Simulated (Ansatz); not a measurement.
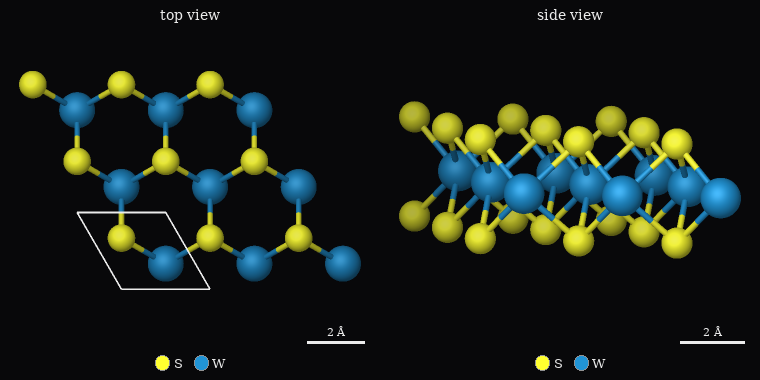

Monolayer WS2, seen from above and from the side.

All numbers here come from DFT PBE+D3(BJ), scalar-relativistic, plane waves, PAW in Ansatz 0.2.0. Cutoff 420 eV, 39 × 39 k-points, Gaussian smearing 0.05 eV, dipole correction. No spin polarisation. Spin–orbit coupling is left out; with W it can shift levels and gaps.

Images follow the Tersoff–Hamann model: the current is the local density of the sample's states between the Fermi level and the bias, at the tip's centre. Zero bias is put in the middle of the gap by convention. Bias windows are sharp sums over the levels of the k mesh.

Input

```yaml
crystal:
  lattice:
    - [3.1592852126, -2.9e-09, 0.0]
    - [-1.5796426038, 2.7360212534, 0.0]
    - [0.0, 0.0, 20.1521408933]
  atoms:
    - { symbol: S, position: [0.3333333333, 0.6666666667, 0.4217914139] }
    - { symbol: W, position: [0.6666666667, 0.3333333333, 0.500001654] }
    - { symbol: S, position: [0.3333333333, 0.6666666667, 0.5782085861] }
basis:
  ecutwfc: 420.0
  fft_grid_basis: typed
kpoints:
  mp_grid: { grid: [39, 39, 1] }
hamiltonian:
  xc: pbe
  dispersion: d3bj
scf:
  occupations: { method: gaussian, width: 0.05 }
output:
  forces: true
  eigenvalues: true
  band_densities:
    - { e_range: [-2.95, -2.15] }
    - { e_range: [-2.15, -1.55] }
    - { e_range: [-1.55, -1.2] }
    - { e_range: [-1.2, 0.0] }
    - { e_range: [0.0, 1.2] }
    - { e_range: [1.2, 1.55] }
    - { e_range: [1.55, 2.15] }
    - { e_range: [2.15, 2.75] }
  band_residual_tolerance: 1.0e-05
  write_potential: true
  elf: true
  write_density: true
  volumetric_format: npy
efield:
  axis: 3
  dipole_correction: true
  ramp_width: 0.04
checkpoint:
  read: start.run
  write: ck
  compress: false
  write_wavefunctions: false
  write_every: 100000
```

Run with:

```sh
ansatz run input.yaml --threads 1 --pin off --max-ram 2211MiB --backend cpu --events-out ev --progress --plain --runs-dir out
```

Run time of this step alone (it restarts from the relaxed density): 40 s on 1 thread of Intel(R) Xeon(R) 6975P-C (Granite Rapids), with other jobs on the host, peak memory 0.74 GiB.

Question: What does a constant-height image 3.5 Å above the topmost atom show at −1.55 V?

Answer: The brightest spots lie over the top S atoms; the darkest points are over the sites above the W atoms 1.6 Å below the top plane. The brightest point carries 1.3 times the current of the darkest.

Question: Predict the constant-height image 3.0 Å above the topmost atom at +1.55 V.

Answer: The brightest spots lie over the top S atoms; the darkest points are over the sites above the W atoms 1.6 Å below the top plane. The brightest point carries 1.1 times the current of the darkest. So weak a contrast (1.13 times) depends on the k-mesh and on the tip.

The computed images, with the atoms seen from above drawn over one corner (deeper ones smaller):

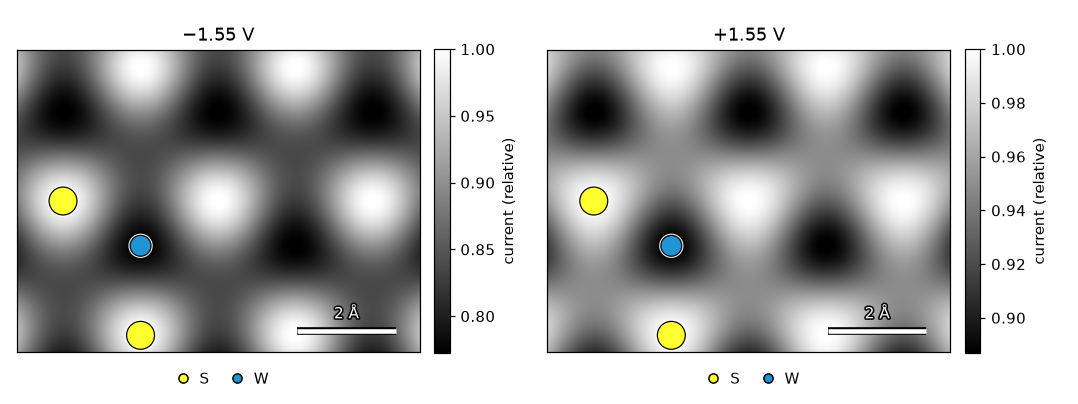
